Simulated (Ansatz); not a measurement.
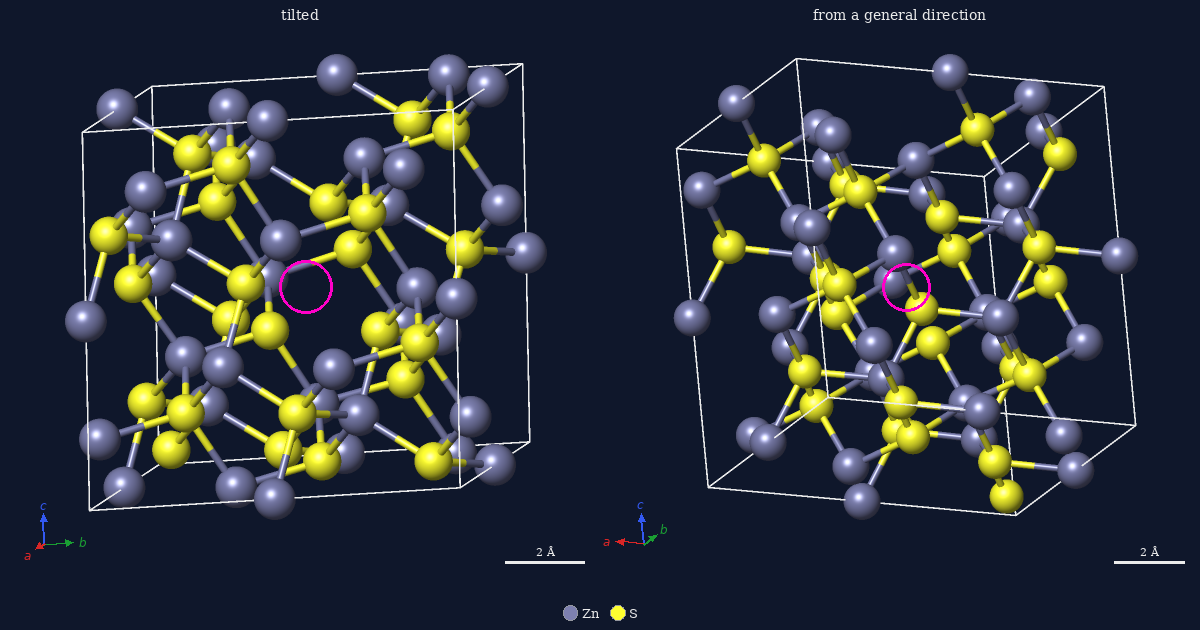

Structure drawing (ball-and-stick), viewed slightly off an axis and from a general direction. The supercell is drawn as a box. The host is ZnS, in a cell of 48 sites, and the cell is neutral. A ring marks the defect's site.

What defect is present?

Answer. A zinc vacancy. Around the empty site lie four S at about 2.3 Å.

Level of theory: DFT PBE, scalar-relativistic, plane waves, PAW (Ansatz 0.2.0). Settings were plane waves up to 420 eV, a 2×2×2 sampling of the Brillouin zone, Gaussian smearing of 0.01 eV, collinear spins.

Does the calculation give a net moment?

Answer. Yes, 1.3 μB in the cell.

The atoms were relaxed in the host's cell with DFT PBE, scalar-relativistic, plane waves, PAW in Ansatz 0.2.0.
